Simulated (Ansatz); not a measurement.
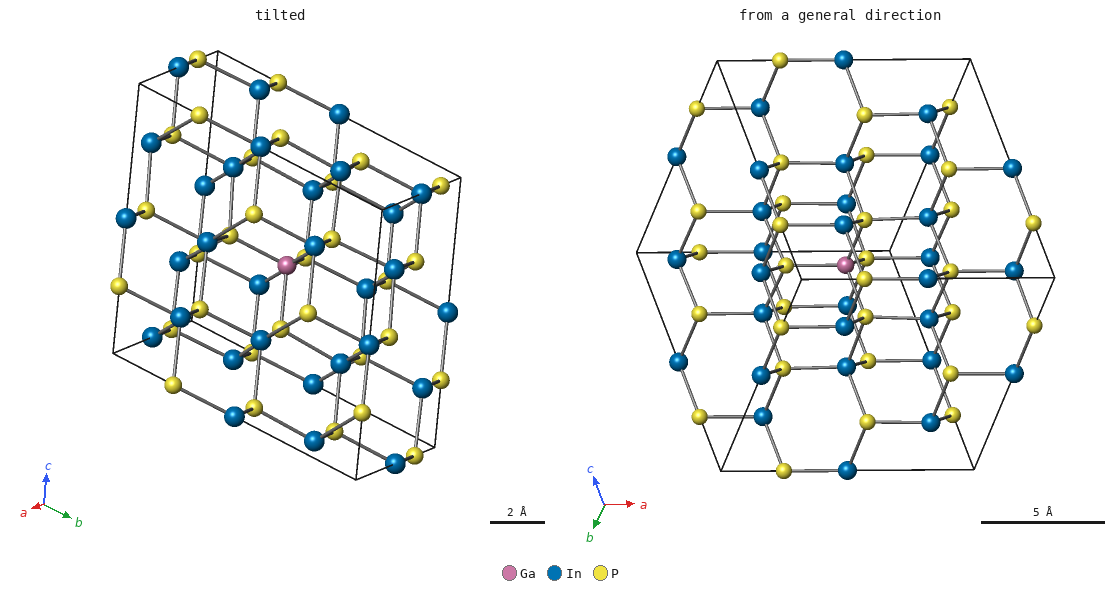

The image is a ball-and-stick drawing of a crystal, viewed slightly off an axis and from a general direction. The lines enclose the supercell; boundary atoms appear with their images. The host is InP, in a cell of 32 sites, and the cell carries a charge of +1.

**Identify the point defect.**

Gallium on an indium site (a substitutional impurity). It is bonded to four P in a tetrahedral arrangement at about 2.4 Å.

Level of theory and settings: Ansatz 0.2.0, DFT PBE, scalar-relativistic, plane waves, PAW, a basis cut at 420 eV, a 2×2×2 k-point grid, Gaussian smearing of 0.02 eV, collinear spins.

**Is there a net moment in the defective cell?**

No net moment.

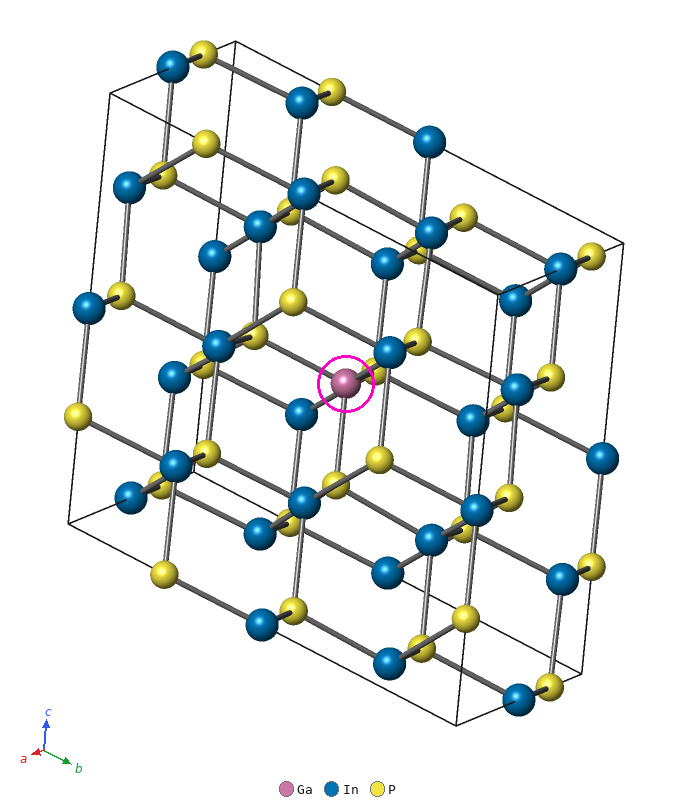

The same cell with a ring at the defect's site.

The atoms were relaxed in the host's cell with DFT PBE, scalar-relativistic, plane waves, PAW (Ansatz 0.2.0).
